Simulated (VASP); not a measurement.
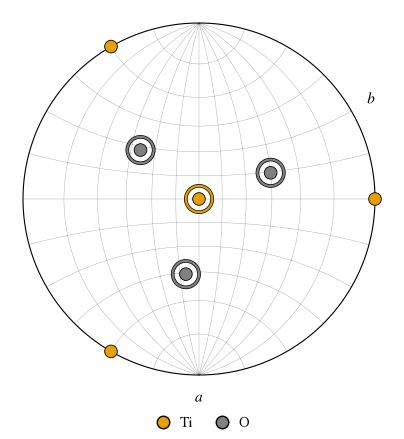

For TiO, a cell listed in the Materials Project, as set up for an electronic-structure calculation: directions from one titanium atom at (1/3, 2/3, 1/2) to its bonded neighbours, in stereographic projection down c (filled: above the plane of the page or in it, open: below). All values are computed from the atomic coordinates in the standard setting (tolerance 0.002 Å).

Neighbours are counted up to 2.94 Å for Ti, 2.69 Å for O.

```cif
data_structure
_symmetry_space_group_name_H-M 'P 1'
_symmetry_Int_Tables_number 1
_cell_length_a 4.9891
_cell_length_b 4.9891
_cell_length_c 2.8733
_cell_angle_alpha 90.000
_cell_angle_beta 90.000
_cell_angle_gamma 120.000
_cell_volume 61.94
loop_
_atom_site_label
_atom_site_type_symbol
_atom_site_fract_x
_atom_site_fract_y
_atom_site_fract_z
_atom_site_occupancy
Ti1 Ti 0.00000 0.00000 0.00000 1
Ti2 Ti 0.33333 0.66667 0.50000 1
Ti3 Ti 0.66667 0.33333 0.50000 1
O1 O 0.00000 0.39444 0.00000 1
O2 O 0.39444 0.00000 0.00000 1
O3 O 0.60556 0.60556 0.00000 1
```

How many neighbours are there, and at what angles?

11: 6 O at 2.10 Å, 2 Ti at 2.87 Å, 3 Ti at 2.88 Å. Angles between bonds: 47° (12×), 78° (6×), 86° (3×), 90° (6×), 97° (6×), 120° (3×), 124° (6×), 133° (6×), 137° (6×), 180° (1×).

What is the site's symmetry in the crystal?

Point group -6 (C3h), order 6: one −6 axis, one mirror plane. In P-62m (No. 189) this is Wyckoff position 2d.
